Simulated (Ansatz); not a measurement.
CdTe: single-point calculation (part 2 of 2)

CdTe (F-43m, 2 atoms in the cell); DFT, HSE06, plane waves, PAW, no spin polarisation (Ansatz 0.2.0); cutoff 420 eV, 4×4×4 k-mesh, fixed occupations. The structure was built on a prototype by a generator. The geometry comes from this level: r2SCAN.

Geometry of the input (Å; fractional positions):
```
0.0000  3.2800  3.2800
3.2800  0.0000  3.2800
3.2800  3.2800  0.0000
Cd 0.0000  0.0000  0.0000
Te 0.2500  0.2500  0.2500
```

### Output, continued
```
  k-point 1: bands = ["-100.7948", "-60.5145", "-60.5145", "-60.5144", "-31.6727", "-31.6727", "-31.6727", "-31.6637", "-31.6637", "-5.2726", "-3.0215", "-3.0215", "-2.8191", "-2.8160", "-2.8160", "3.7449", "6.0625", "6.0625", "9.2560", "12.5272", "12.5272", "12.6575"]
  k-point 2: bands = ["-100.7948", "-60.5145", "-60.5145", "-60.5143", "-31.6727", "-31.6726", "-31.6726", "-31.6636", "-31.6636", "-5.1077", "-2.9964", "-2.9964", "-2.8091", "-2.8091", "-2.3857", "1.9719", "5.7127", "5.7127", "9.0947", "12.5457", "12.5457", "14.3854"]
  k-point 7: bands = ["-100.7948", "-60.5145", "-60.5144", "-60.5142", "-31.6728", "-31.6727", "-31.6724", "-31.6636", "-31.6635", "-5.0125", "-2.9472", "-2.9356", "-2.8423", "-2.8142", "-2.1379", "2.2308", "4.1362", "4.3134", "11.5996", "11.9125", "12.9447", "13.6269"]
```

### File bands.tsv
```
# k_distance	band_0	band_1	band_2	band_3	band_4	band_5	band_6	band_7	band_8	band_9	band_10	band_11	band_12	band_13	band_14	band_15	band_16	band_17	band_18	band_19	band_20	band_21
# fermi_ev = 6.484929
# lock_threshold_ev = 1e-6
# [0, 0, 0] at k_distance = 0.000000
# [-0.5, -0.5, 0] at k_distance = 0.957816
# [-0.375, -0.375, 0.25] at k_distance = 1.296455
# [-0.375, 0, 0.375] at k_distance = 1.882995
# [0, 0, 0.5] at k_distance = 2.469535
# [-0.5, -0.25, 0.25] at k_distance = 3.146813
# levels_relative_to = fermi_ev
# free_energy_ev = -15243.593227
# largest_residual_norms_ev = 2.322e-4 6.105e-5 6.167e-5 6.716e-5 4.275e-4 7.096e-5 2.500e-4 3.249e-4 3.523e-4 7.385e-4 1.800e-3 1.864e-3 1.861e-3 2.923e-3 1.425e-3 5.232e-4 6.738e-4 7.365e-4 7.623e-4 9.441e-4 1.753e-3 2.213e-3
0.000000	-107.279799	-66.999510	-66.999510	-66.999510	-38.157692	-38.157692	-38.157692	-38.148725	-38.148725	-11.940061	-9.537982	-9.537982	-9.537982	-9.300469	-9.300469	0.000000	0.000000	0.000000	1.526884	5.484256	5.484256	5.484256
0.957816	-107.279741	-66.999351	-66.999351	-66.999210	-38.158000	-38.157289	-38.157289	-38.148572	-38.148364	-11.495278	-9.396866	-9.396866	-9.380722	-9.275053	-8.692070	-4.411029	-1.868064	-1.868064	3.359348	3.462281	9.715462	10.154995
1.296455	-107.279779	-66.999396	-66.999395	-66.999194	-38.157831	-38.157422	-38.157374	-38.148543	-38.148427	-11.504814	-9.434153	-9.417954	-9.339312	-9.289209	-8.659917	-4.283958	-2.563218	-1.543908	3.686244	5.335105	8.231687	8.416773
1.882995	-107.279779	-66.999396	-66.999395	-66.999194	-38.157831	-38.157422	-38.157374	-38.148543	-38.148427	-11.504814	-9.434153	-9.417954	-9.339312	-9.289209	-8.659917	-4.283958	-2.563218	-1.543908	3.686244	5.335105	8.231687	8.416773
2.469535	-107.279761	-66.999445	-66.999445	-66.999198	-38.157670	-38.157514	-38.157514	-38.148536	-38.148536	-11.592596	-9.481343	-9.481343	-9.294067	-9.294067	-8.870614	-4.513025	-0.772232	-0.772232	2.609742	6.060739	6.060739	7.900477
3.146813	-107.279768	-66.999406	-66.999375	-66.999179	-38.157718	-38.157590	-38.157308	-38.148516	-38.148429	-11.497475	-9.432115	-9.420505	-9.327252	-9.299123	-8.622858	-4.254161	-2.348729	-2.171569	5.114669	5.427566	6.459809	7.141988
```

### File rho_z.tsv
```
# z_ang	rho[e/angstrom^3]
# format = ansatz-planar-average/11
# lattice	0.000000000	3.279955117	3.279955117
# lattice	3.279955117	0.000000000	3.279955117
# lattice	3.279955117	3.279955117	0.000000000
# sites	2
# site	48	0.000000000	0.000000000	0.000000000
# site	52	1.639977559	1.639977559	1.639977559
0.000000	1.219491e0
0.144955	1.189226e0
0.289910	1.072224e0
0.434865	9.344475e-1
0.579820	8.396074e-1
0.724775	8.152961e-1
0.869729	8.451448e-1
1.014684	8.839351e-1
1.159639	8.841702e-1
1.304594	8.197171e-1
1.449549	6.948063e-1
1.594504	5.373087e-1
1.739459	3.835507e-1
1.884414	2.626263e-1
2.029369	1.851663e-1
2.174324	1.417784e-1
2.319279	1.150880e-1
2.464233	9.475688e-2
2.609188	7.899773e-2
2.754143	6.761384e-2
2.899098	6.015924e-2
3.044053	5.679991e-2
3.189008	5.813144e-2
3.333963	6.597474e-2
3.478918	8.438138e-2
3.623873	1.219360e-1
3.768828	1.936284e-1
3.913782	3.159986e-1
4.058737	4.962013e-1
4.203692	7.206744e-1
4.348647	9.511052e-1
4.493602	1.133764e0
```

### File v_z.tsv
```
# z_ang	v_es[eV]	v_tot[eV]
# format = ansatz-planar-average/11
# xc	hse06
# density_cutoff_ev	1680
# datasets	Cd=:simpson_from_first_knot:soft:fock:shift=0	Te=:simpson_from_first_knot:soft:fock:shift=0
# lattice	0.000000000	3.279955117	3.279955117
# lattice	3.279955117	0.000000000	3.279955117
# lattice	3.279955117	3.279955117	0.000000000
# sites	2
# site	48	0.000000000	0.000000000	0.000000000
# site	52	1.639977559	1.639977559	1.639977559
0.000000	2.942065e0	-5.802901e0
0.144955	2.219765e0	-6.740042e0
0.289910	1.892735e0	-7.191434e0
0.434865	2.110342e0	-7.033451e0
0.579820	2.874658e0	-6.265473e0
0.724775	4.070415e0	-4.993352e0
0.869729	5.478995e0	-3.438045e0
1.014684	6.799967e0	-1.905271e0
1.159639	7.723624e0	-7.302080e-1
1.304594	8.059702e0	-1.264089e-1
1.449549	7.869414e0	-3.106672e-2
1.594504	7.445002e0	-1.368927e-1
1.739459	7.094200e0	-1.205226e-1
1.884414	7.038109e0	2.253838e-1
2.029369	7.386117e0	9.740158e-1
2.174324	8.106916e0	2.067500e0
2.319279	9.012305e0	3.309628e0
2.464233	9.814573e0	4.412941e0
2.609188	1.032311e1	5.178046e0
2.754143	1.057762e1	5.636097e0
2.899098	1.065775e1	5.833793e0
3.044053	1.058288e1	5.768769e0
3.189008	1.036400e1	5.535772e0
3.333963	9.974498e0	5.122817e0
3.478918	9.367817e0	4.327254e0
3.623873	8.584886e0	3.144398e0
3.768828	7.734398e0	1.787845e0
3.913782	6.896846e0	4.005422e-1
4.058737	6.101554e0	-9.472636e-1
4.203692	5.338194e0	-2.228831e0
4.348647	4.590097e0	-3.447053e0
4.493602	3.797119e0	-4.637832e0
```

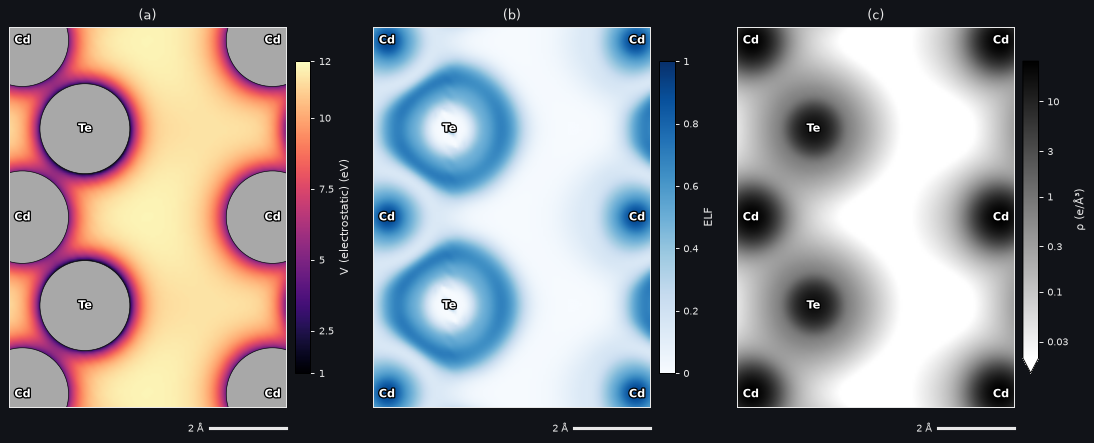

**Figure 1.** (a) electrostatic potential energy of an electron; (b) electron localisation function; (c) valence charge density (pseudo) on the (011) plane of the conventional cell. Grey discs, where drawn, cover atomic cores. The section cuts through Cd and Te sites. Cd–Te (2.84 Å): ρ at the midpoint is about 0.34 e/Å³; the ELF is about 0.50 at the midpoint. Away from the nuclei the density in this plane falls to 0.006 e/Å³ at its lowest. The strong features right at Cd lie inside the PAW spheres (semicore, d or f shells) and say nothing about bonding. Outside the cores the potential energy rises away from the atoms and is highest about 2.8 Å from the nearest atoms; outside the discs it spans about 10 eV, and its zero is arbitrary. The fields are those of the smooth PAW valence density.

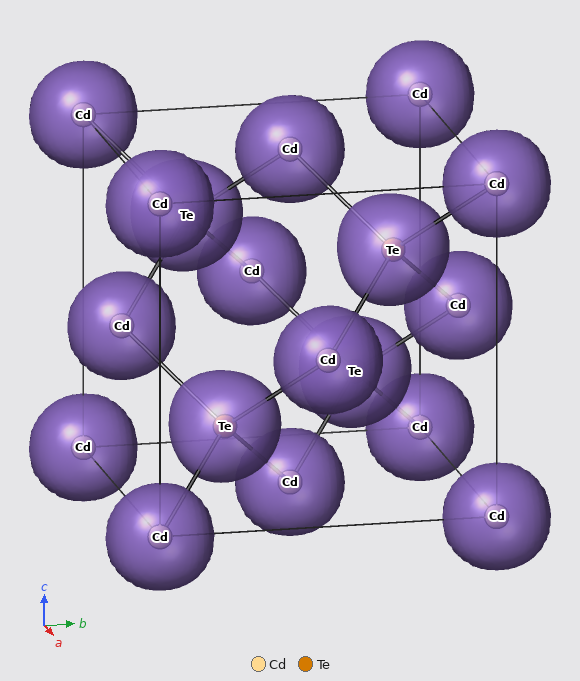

**Figure 2.** Isosurface of the valence charge density (pseudo) at 0.5 e/Å³ (purple), seen slightly off an axis. Sticks mark near contacts. The outline is the cell set on symmetry axes. At this value the density breaks into separate islands; it holds about 80 % of the electrons treated as valence (semicore included). It is pinched off along the Cd–Te (2.84 Å) contacts. On the grid the lowest density along these lines, outside the cores, is 0.32 e/Å³ (Cd–Te, 2.84 Å).

### Results in brief

```csv
quantity,value
outcome,converged
space group (tolerance 0.01 Å),F-43m (216)
electrons treated,36
free energy,−15243.5932 eV
Fermi energy,6.485 eV
gap on the k-point mesh,1.53 eV
pressure,0.24 GPa
largest force (length of the vector),under 0.001 eV/Å
wall time,18 s (CPU time 65 s)
peak memory,0.93 GiB
```

The program warns: the exchange loop's threshold is looser than advised for the stress; the SCF threshold is looser than advised for the printed stress.
